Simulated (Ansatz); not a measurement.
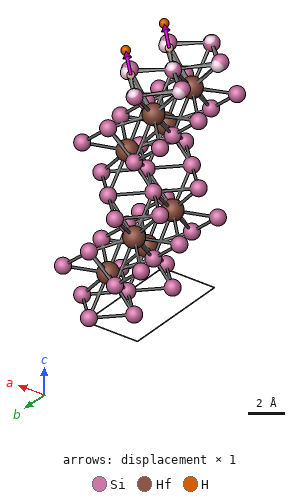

A constrained relaxation of a slab of composition Hf$_{4}$Si$_{10}$H (cut from the Cmcm phase). The starting structure is drawn faded, the final one solid; purple arrows show the displacements, at their true length.

Style: ball-and-stick. Shown: the 1 × 2 repeat of the cell, outlined in the plane, without the vacuum (origin shifted), from a free direction.

Case: H put at a bridge Si-Si site. The slab is the (0 1 0) face of HfSi2 with H on it. 6 atoms are held fixed.

Level of theory: Ansatz, DFT PBEsol, scalar-relativistic, plane waves, PAW.

Input
```yaml
crystal:
  lattice:
    - [3.6361020419, 0.0, 0.0]
    - [0.0, 3.6500013776, 0.0]
    - [0.0, 0.0, 33.3512961221]
  atoms:
    - { symbol: Si, position: [0.25, 0.5, 0.2548626587] }
    - { symbol: Si, position: [0.75, 0.0, 0.2550514696] }
    - { symbol: Hf, position: [0.75, 0.5, 0.3174547734] }
    - { symbol: Si, position: [0.25, 0.0, 0.338751673] }
    - { symbol: Si, position: [0.75, 0.0, 0.3862215489] }
    - { symbol: Hf, position: [0.25, 0.5, 0.4075184485] }
    - { symbol: Si, position: [0.25, 0.0, 0.469981728] }
    - { symbol: Si, position: [0.75, 0.5, 0.4701573833] }
    - { symbol: Hf, position: [0.75, 0.0, 0.532373926] }
    - { symbol: Si, position: [0.25, 0.5, 0.5547045289] }
    - { symbol: Si, position: [0.75, 0.5, 0.6040639548] }
    - { symbol: Hf, position: [0.25, 0.0, 0.6206427004] }
    - { symbol: Si, position: [0.25, 0.5, 0.6864543113] }
    - { symbol: Si, position: [0.75, 0.0, 0.6862747355] }
    - { symbol: H, position: [0.5, 0.25, 0.7044446166] }
basis:
  ecutwfc: 420
kpoints:
  mp_grid: { grid: [8, 8, 1] }
hamiltonian:
  xc: pbesol
scf:
  occupations: { method: gaussian, width: 0.1 }
output:
  forces: true
  eigenvalues: true
  write_density: true
  write_potential: true
  elf: true
  volumetric_format: npy
relax:
  adjacent_minimum: "off"
  f_tol: 0.03
  max_steps: 70
  constraints: [{ sites: [0, 1, 2, 3, 4, 5] }]
efield:
  axis: 3
  dipole_correction: true
  ramp_width: 0.04
```

Launched with:
```bash
ansatz run input.yaml --threads 2 --pin off --max-ram 5120MiB --backend cpu --events-out ev --progress --plain --runs-dir out
```

> Atoms of which element are displaced furthest, and by how much?

Hydrogen: up to 1.50 Å, against 0.25 Å for silicon.

> What happened in the run?

Over 13 accepted moves (16 points after the start) the energy falls by 1.228 eV per cell of the calculation. Largest force component: 3.6 eV/Å at the start, 0.0096 eV/Å at the end. The line search rejected the trial steps at points 4, 12 of the run. 1 step only repeated the SCF at the same geometry. The largest move is that of H15, 1.50 Å at 52° to the normal (+c side). Largest moves by element: H 1.50 Å, Si 0.25 Å, Hf 0.09 Å. The cell stays as it was. Near-neighbour distances that change, for instance: Si13–H15 1.421 → 2.924 Å, Hf12–Si13 2.855 → 2.676 Å, Si13–Si14 2.576 → 2.718 Å, Si13–Si14 (another image) 2.576 → 2.453 Å. Bonds break, among them: Si13–H15 (1.42 → 2.92 Å). Among the angles between lasting bonds that change: Si14–Si13–Si14 179.7° → 170.4°, Hf12–Si13–Si14 116.8° → 123.5°, Si14–Si13–Si14 89.8° → 95.7°.

Limits of the set-up: the periodic images lie only 3.6 Å apart, so the values are limited by the cell's size.
